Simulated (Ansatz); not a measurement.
Nudged elastic band, with input and output: Al$_{32}$P (part 3 of 3)

The same run, continued: Al$_{32}$P (defect cell, 33 atoms in the cell); DFT PBE-D3(BJ), scalar-relativistic, plane waves, PAW, PAW set soft_1, no spin polarisation (Ansatz 0.2.0); cutoff 250 eV, 3×3×3 k-mesh, Gaussian smearing of 0.15 eV. One setting was made poor on purpose. It belongs to a series of runs on one base structure; here: band between the two ends.

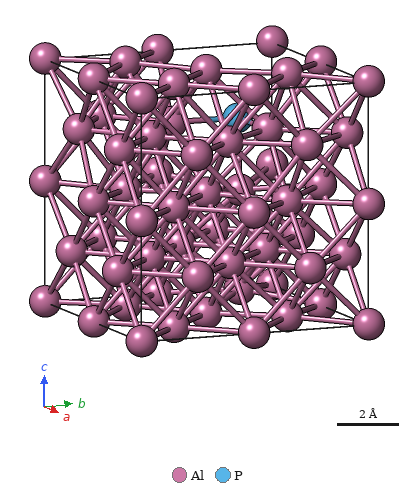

**Figure 1.** The input geometry (ball-and-stick view of the cell of the calculation, seen slightly off an axis). An atom can appear more than once, as a periodic image.

## Output, continued
```
--- NEB band (5 images, 21 band iterations, 344 SCF iterations) ---
  forward barrier  = 0.509929 eV
  backward barrier = 0.510532 eV
  lagrangian_above_aufbau_ev (what the smearing adds, to first order; not taken off the barriers): saddle image -0.048941 eV, end points -0.062541 and -0.062438 eV
  climbing image's point = of an order that was not read
  energies are F+E_penalty+E_count in eV, relative to image 0
  image     s (Å)  Δ vs image 0  max|band force component| (eV/Å)
      0    0.0000      0.000000                                 —
      1    1.1875      0.095878                          2.444e-2
  *   2    2.3749      0.509929                          3.189e-2
      3    3.5999      0.083532                          2.306e-2
      4    4.8239     -0.000603                                 —
  climbing-image geometry (image 2):
  cell:  # Å, volume = 531.4410 Å³
    - [8.1, 0.0, 0.0]
    - [0.0, 8.1, 0.0]
    - [0.0, 0.0, 8.1]
  atoms:
    - { symbol: Al, position: [0.49981663482218286, 0.032109624454615446, 0.007726976875424161] }
    - { symbol: Al, position: [0.7561226129905423, 0.24991982670760998, -0.001897701670262184] }
    - { symbol: Al, position: [0.7504350910794421, 0.006975435223155548, 0.2510007529952283] }
    - { symbol: Al, position: [-0.00034317978986795006, 0.006973364853872914, -0.0012239992589794485] }
    - { symbol: Al, position: [0.24246768214630787, 0.249962177736472, -0.011939642114481078] }
    - { symbol: Al, position: [0.49980617323246507, 0.467379234581044, 0.007926635554774216] }
    - { symbol: Al, position: [0.7928909577731742, 0.7501052638864104, -0.007807164854604799] }
    - { symbol: Al, position: [0.25028163463977704, 0.032109723018711483, 0.2420157420116193] }
    - { symbol: Al, position: [0.5076404387176201, 0.24996172344783632, 0.26171569924199234] }
    - { symbol: Al, position: [0.7505541029597621, 0.4929817050023869, 0.25104199147328854] }
    - { symbol: Al, position: [0.5025596149137989, 0.004540341310514148, 0.4920118971157923] }
    - { symbol: Al, position: [0.7564068033476574, 0.25014504092038337, 0.5026574364907452] }
    - { symbol: Al, position: [0.7481329301060795, -0.00015717040965166604, 0.7509302712378845] }
    - { symbol: Al, position: [-0.00046226669851004697, 0.49298592350529324, -0.0012641994194642428] }
    - { symbol: Al, position: [0.22251910272171063, 0.7499241519205444, 0.027899212061118422] }
    - { symbol: Al, position: [-0.006024009598711214, 0.24991967030209702, 0.25166417177924794] }
    - { symbol: Al, position: [0.2502922565014042, 0.46738009260586694, 0.24181729537919858] }
    - { symbol: Al, position: [0.5275834946528027, 0.7499240000249033, 0.22183119270443089] }
    - { symbol: Al, position: [0.0019353820447419348, -0.00013796197455436345, 0.49886371400848517] }
    - { symbol: Al, position: [0.24649237823467748, 0.2500908419537437, 0.5088295551436732] }
    - { symbol: Al, position: [0.5021270408805139, 0.4961200609398906, 0.4921633734118018] }
    - { symbol: Al, position: [0.7351237396025326, 0.7499671882500442, 0.5129256591451352] }
    - { symbol: Al, position: [0.24758947870252612, 0.004520525522900459, 0.7578198752014482] }
    - { symbol: Al, position: [0.5036176549805259, 0.25009081149284507, 0.7409702473887668] }
    - { symbol: Al, position: [0.7480305354380505, 0.5002112371380356, 0.7508335660174033] }
    - { symbol: Al, position: [-0.042811193932327095, 0.7501031260702503, 0.25756337748148284] }
    - { symbol: Al, position: [0.0020404313318506933, 0.5001946498104664, 0.49896081664037584] }
    - { symbol: Al, position: [0.2349430654622245, 0.7493834137784673, 0.3847429453008044] }
    - { symbol: Al, position: [-0.006304542443192101, 0.2501435710903395, 0.7471382442695425] }
    - { symbol: Al, position: [0.24802431322978247, 0.4961473125004225, 0.7576634008509922] }
    - { symbol: Al, position: [0.5151291573806702, 0.7493830783888682, 0.8650070058723901] }
    - { symbol: Al, position: [0.014973191810261714, 0.7499670612539838, 0.7368807265821339] }
    - { symbol: P, position: [0.3751993777595247, 0.7515880996922318, 0.6250556550826121] }
```

## The last band as extended XYZ (Å, eV, eV/Å)
```
33
Lattice="8.1000 0.0000 0.0000 0.0000 8.1000 0.0000 0.0000 0.0000 8.1000" Properties=species:S:1:pos:R:3:forces:R:3 image=0 energy=-17963.94461
Al    4.0712    0.0212    0.0210   -0.0078  -0.0078  -0.0081
Al    6.0765    2.0265    0.0299    0.0005   0.0005   0.0013
Al    6.0764    0.0299    2.0261    0.0007   0.0012   0.0004
Al   -0.0198    0.0219    0.0215    0.0097  -0.0088  -0.0087
Al    2.0245    2.0209    0.1026    0.0006  -0.0005  -0.0129
Al    4.0718    4.0303    0.0215   -0.0089   0.0098  -0.0088
Al    6.0711    6.0745    0.1025   -0.0005   0.0006  -0.0129
Al    2.0244    0.1032    2.0223    0.0008  -0.0130  -0.0001
Al    4.0799    2.0265    2.0261    0.0012   0.0007   0.0004
Al    6.0766    4.0215    2.0262   -0.0002  -0.0010  -0.0001
Al    4.0715    0.0216    4.0302   -0.0083  -0.0083   0.0094
Al    6.0766    2.0267    4.0213    0.0000   0.0000  -0.0011
Al    6.0709    0.1035    6.0748   -0.0005  -0.0130   0.0005
Al   -0.0197    4.0303    0.0220    0.0097   0.0097  -0.0101
Al    2.0334    6.0838    0.3593    0.0023   0.0024  -0.0198
Al   -0.0285    2.0267    2.0262   -0.0010  -0.0002  -0.0001
Al    2.0249    3.9533    2.0227    0.0002   0.0131  -0.0002
Al    4.1531    6.0744    2.0223   -0.0130   0.0008  -0.0001
Al   -0.0198    0.0223    4.0301    0.0096  -0.0098   0.0094
Al    2.0247    2.0209    3.9519    0.0004   0.0000   0.0129
Al    4.0722    4.0303    4.0301   -0.0099   0.0096   0.0095
Al    6.0711    6.0747    3.9520    0.0000   0.0004   0.0129
Al    2.0333    0.3509    6.0808    0.0025  -0.0221   0.0016
Al    4.1534    2.0207    6.0748   -0.0130  -0.0005   0.0005
Al    6.0712    3.9530    6.0750   -0.0002   0.0130   0.0001
Al   -0.0969    6.0748    2.0227    0.0131   0.0002  -0.0002
Al   -0.0198    4.0303    4.0300    0.0101   0.0101   0.0103
Al    2.0340    6.0844    3.6605    0.0017   0.0018   0.0107
Al   -0.0971    2.0211    6.0750    0.0130  -0.0002   0.0002
Al    2.0341    3.6512    6.0811    0.0015   0.0080   0.0011
Al    4.4019    6.0837    6.0808   -0.0218   0.0026   0.0016
Al   -0.3977    6.0845    6.0811    0.0083   0.0016   0.0011
P     1.9875    6.0358    6.0502   -0.0009  -0.0009  -0.0006
33
Lattice="8.1000 0.0000 0.0000 0.0000 8.1000 0.0000 0.0000 0.0000 8.1000" Properties=species:S:1:pos:R:3:forces:R:3 image=1 energy=-17963.84873
Al    4.0630    0.0664    0.0431    0.0082  -0.0541  -0.0094
Al    6.0751    2.0242    0.0193   -0.0103  -0.0004   0.0068
Al    6.0695    0.0552    2.0571    0.0023   0.0014   0.0013
Al   -0.0060    0.0103    0.0286    0.0046  -0.0123   0.0084
Al    2.0186    2.0253    0.0207    0.0202  -0.0012   0.0309
Al    4.0629    3.9820    0.0434    0.0082   0.0553  -0.0102
Al    6.2233    6.0746    0.0548   -0.0503  -0.0004   0.0297
Al    2.0237    0.2419    1.9786    0.0037  -0.0068  -0.0008
Al    4.1015    2.0244    2.0814    0.0018   0.0001  -0.0155
Al    6.0697    3.9933    2.0570    0.0020  -0.0015   0.0013
Al    4.0393   -0.0161    4.0441   -0.0057  -0.0142   0.0124
Al    6.0786    2.0247    4.0791   -0.0094  -0.0007  -0.0037
Al    6.0885    0.0491    6.0832    0.0132   0.0170  -0.0044
Al   -0.0058    4.0386    0.0284    0.0042   0.0121   0.0086
Al    1.9940    6.0741    0.1771    0.0597   0.0010  -0.0183
Al   -0.0626    2.0243    2.0505    0.0009   0.0002  -0.0017
Al    2.0235    3.8072    1.9794    0.0035   0.0080  -0.0007
Al    4.2906    6.0740    1.9199    0.0073   0.0013   0.0281
Al   -0.0085    0.0029    4.0469   -0.0026   0.0033  -0.0050
Al    2.0150    2.0244    4.0863    0.0101   0.0004  -0.0157
Al    4.0390    4.0655    4.0440   -0.0042   0.0119   0.0131
Al    6.0397    6.0744    4.1105    0.0290  -0.0001  -0.0173
Al    1.9787    0.1982    6.1949   -0.0019   0.0487   0.0111
Al    4.0904    2.0244    6.0557    0.0073   0.0002   0.0110
Al    6.0885    3.9992    6.0836    0.0126  -0.0146  -0.0050
Al   -0.2455    6.0741    2.0498    0.0345   0.0008  -0.0152
Al   -0.0085    4.0460    4.0470   -0.0021  -0.0029  -0.0043
Al    2.0208    6.0749    3.1313    0.0361  -0.0015  -0.0163
Al   -0.0675    2.0248    6.0843   -0.0003  -0.0009   0.0053
Al    1.9793    3.8526    6.1940   -0.0022  -0.0487   0.0111
Al    4.3861    6.0738    6.3896    0.0560  -0.0006  -0.1788
Al   -0.0587    6.0743    6.1233   -0.0468  -0.0002   0.0397
P     2.3233    6.0763    5.3577   -0.1897  -0.0007   0.1034
33
Lattice="8.1000 0.0000 0.0000 0.0000 8.1000 0.0000 0.0000 0.0000 8.1000" Properties=species:S:1:pos:R:3:forces:R:3 image=2 energy=-17963.43468
Al    4.0485    0.2601    0.0626   -0.0005  -0.0003   0.0017
Al    6.1246    2.0244   -0.0154   -0.0003  -0.0003   0.0008
Al    6.0785    0.0565    2.0331   -0.0002  -0.0005  -0.0003
Al   -0.0028    0.0565   -0.0099    0.0003  -0.0004   0.0004
Al    1.9640    2.0247   -0.0967    0.0007   0.0001   0.0007
Al    4.0484    3.7858    0.0642   -0.0004   0.0000   0.0017
Al    6.4224    6.0759   -0.0632   -0.0023  -0.0002   0.0019
Al    2.0273    0.2601    1.9603    0.0013  -0.0009   0.0016
Al    4.1119    2.0247    2.1199   -0.0019   0.0000  -0.0009
Al    6.0795    3.9932    2.0334   -0.0007   0.0005  -0.0002
Al    4.0707    0.0368    3.9853   -0.0027  -0.0011  -0.0005
Al    6.1269    2.0262    4.0715    0.0002   0.0000  -0.0002
Al    6.0599   -0.0013    6.0825    0.0004   0.0002   0.0004
Al   -0.0037    3.9932   -0.0102    0.0007   0.0004   0.0001
Al    1.8024    6.0744    0.2260    0.0001   0.0002   0.0012
Al   -0.0488    2.0243    2.0385    0.0005  -0.0003   0.0001
Al    2.0274    3.7858    1.9587    0.0011   0.0006   0.0015
Al    4.2734    6.0744    1.7968   -0.0018   0.0002   0.0022
Al    0.0157   -0.0011    4.0408    0.0021  -0.0014  -0.0004
Al    1.9966    2.0257    4.1215    0.0008  -0.0005  -0.0017
Al    4.0672    4.0186    3.9865   -0.0022   0.0015  -0.0009
Al    5.9545    6.0747    4.1547   -0.0007   0.0004  -0.0013
Al    2.0055    0.0366    6.1383   -0.0003  -0.0003  -0.0022
Al    4.0793    2.0257    6.0019   -0.0012  -0.0005   0.0007
Al    6.0590    4.0517    6.0818    0.0008  -0.0003   0.0004
Al   -0.3468    6.0758    2.0863    0.0022  -0.0002  -0.0015
Al    0.0165    4.0516    4.0416    0.0017   0.0012  -0.0004
Al    1.9030    6.0700    3.1164    0.0097   0.0026   0.0229
Al   -0.0511    2.0262    6.0518    0.0002   0.0001  -0.0004
Al    2.0090    4.0188    6.1371   -0.0008   0.0003  -0.0016
Al    4.1725    6.0700    7.0066    0.0097   0.0023   0.0099
Al    0.1213    6.0747    5.9687    0.0011   0.0005  -0.0010
P     3.0391    6.0879    5.0630   -0.0178  -0.0038  -0.0345
33
Lattice="8.1000 0.0000 0.0000 0.0000 8.1000 0.0000 0.0000 0.0000 8.1000" Properties=species:S:1:pos:R:3:forces:R:3 image=3 energy=-17963.86108
Al    4.0512    0.2370    0.0455   -0.0025  -0.0062  -0.0001
Al    6.1366    2.0247   -0.0271   -0.0027   0.0007   0.0032
Al    6.0827    0.0107    1.9944   -0.0026  -0.0111  -0.0105
Al    0.0062    0.0546   -0.0336   -0.0006  -0.0006  -0.0018
Al    1.9748    2.0241   -0.0547   -0.0016  -0.0004   0.0136
Al    4.0509    3.8126    0.0435   -0.0028   0.0078  -0.0013
Al    6.3148    6.0751   -0.0198   -0.0304   0.0014   0.0120
Al    2.0118    0.0604    1.9827   -0.0090  -0.0490   0.0083
Al    4.0552    2.0298    1.9975   -0.0184  -0.0006  -0.0321
Al    6.0810    4.0401    1.9950   -0.0036   0.0114  -0.0094
Al    4.0991    0.2149    3.9254    0.0012   0.0477  -0.0076
Al    6.1435    2.0277    4.0397    0.0013  -0.0012  -0.0048
Al    6.0846    0.0046    6.0773   -0.0003  -0.0005   0.0056
Al    0.0053    3.9944   -0.0329   -0.0012  -0.0002  -0.0020
Al    1.7903    6.0745    0.0982   -0.0067   0.0013  -0.0310
Al    0.0013    2.0242    2.0033    0.0082  -0.0008  -0.0058
Al    2.0119    3.9884    1.9815   -0.0073   0.0492   0.0083
Al    4.0778    6.0743    1.8467   -0.0526   0.0008   0.0233
Al   -0.0135    0.0520    4.0411   -0.0136   0.0153   0.0049
Al    1.9836    2.0259    4.0659   -0.0064  -0.0004  -0.0105
Al    4.0935    3.8538    3.9317   -0.0009  -0.0279  -0.0022
Al    6.1468    6.0739    3.9945    0.0393  -0.0010  -0.0345
Al    2.0369   -0.0157    6.0773    0.0020  -0.0121  -0.0072
Al    4.0589    2.0261    6.0409   -0.0079   0.0010   0.0153
Al    6.0837    4.0466    6.0763   -0.0007  -0.0014   0.0050
Al   -0.1367    6.0753    1.9651    0.0458   0.0006  -0.0270
Al   -0.0150    3.9957    4.0405   -0.0119  -0.0122   0.0044
Al    1.6822    6.0693    3.7543   -0.0430  -0.0025   0.1699
Al   -0.0024    2.0250    6.0459    0.0107  -0.0011   0.0059
Al    2.0341    4.0631    6.0791    0.0052   0.0141  -0.0105
Al    4.0556    6.0734    6.9808   -0.0373  -0.0025  -0.0218
Al    0.0308    6.0744    6.0194   -0.0280   0.0018   0.0197
P     3.7671    6.0949    4.7487    0.1782  -0.0214  -0.0797
33
Lattice="8.1000 0.0000 0.0000 0.0000 8.1000 0.0000 0.0000 0.0000 8.1000" Properties=species:S:1:pos:R:3:forces:R:3 image=4 energy=-17963.94521
Al    4.0508    0.0955   -0.0038   -0.0008  -0.0099   0.0007
Al    6.1024    2.0235    0.0009    0.0035  -0.0006   0.0004
Al    6.0950    0.0204    2.0042   -0.0116  -0.0116   0.0116
Al   -0.0021    0.0280    0.0010   -0.0007   0.0034   0.0004
Al    1.9949    2.0228    0.0014   -0.0025  -0.0004   0.0002
Al    4.0503    3.9467   -0.0034   -0.0002   0.0108   0.0003
Al    6.1692    6.0758   -0.0039   -0.0098  -0.0007   0.0007
Al    2.0029    0.0194    2.0050    0.0094  -0.0098   0.0098
Al    4.0507    2.0308    1.9276   -0.0006  -0.0010   0.0098
Al    6.0941    4.0282    2.0048   -0.0101   0.0099   0.0102
Al    4.0365    0.4040    4.0566   -0.0053  -0.0084   0.0028
Al    6.1696    2.0309    4.0495   -0.0096  -0.0011   0.0004
Al    6.0944    0.0199    6.0965   -0.0106  -0.0106  -0.0104
Al   -0.0029    4.0201    0.0014   -0.0005  -0.0026   0.0002
Al    1.9206    6.0752   -0.0033    0.0110  -0.0001   0.0003
Al   -0.0023    2.0233    1.9965   -0.0007  -0.0005  -0.0033
Al    2.0027    4.0282    2.0057    0.0087   0.0088   0.0089
Al    4.0361    6.0643    1.6322   -0.0045  -0.0036   0.0123
Al    0.0075    0.0965    4.0495   -0.0014  -0.0097   0.0004
Al    1.9202    2.0301    4.0498    0.0108  -0.0004   0.0000
Al    4.0349    3.7056    4.0575   -0.0011   0.0259   0.0005
Al    6.4883    6.0649    4.0565   -0.0053  -0.0047   0.0031
Al    2.0028    0.0189    6.0963    0.0090  -0.0092  -0.0091
Al    4.0503    2.0302    6.1773   -0.0002  -0.0006  -0.0104
Al    6.0935    4.0282    6.0964   -0.0094   0.0093  -0.0094
Al    0.0073    6.0756    1.9270   -0.0013  -0.0005   0.0098
Al    0.0065    3.9458    4.0498   -0.0006   0.0107   0.0000
Al    1.6883    6.0632    4.0576    0.0279  -0.0005   0.0002
Al   -0.0027    2.0229    6.1047   -0.0005  -0.0004   0.0028
Al    2.0025    4.0281    6.0963    0.0085   0.0085  -0.0085
Al    4.0351    6.0634    6.4293   -0.0018  -0.0014  -0.0234
Al    0.0066    6.0753    6.1778   -0.0007  -0.0001  -0.0104
P     4.1125    6.1235    4.0187    0.0008   0.0010  -0.0008
```

## Key numbers

- outcome: converged
- barrier, forward: 0.510 eV
- barrier, backward: 0.510 eV
- electrons treated: 101
- hardware: 4 threads of Arm Neoverse V1, 24 GiB of memory available, shared host
- wall time: 10 min (CPU time 31 min)
- peak memory: 1.6 GiB

## Notes

The program warns: the cutoff is below the recommended one. A deliberately poor setting: low cutoff. The order of the saddle point was not checked.
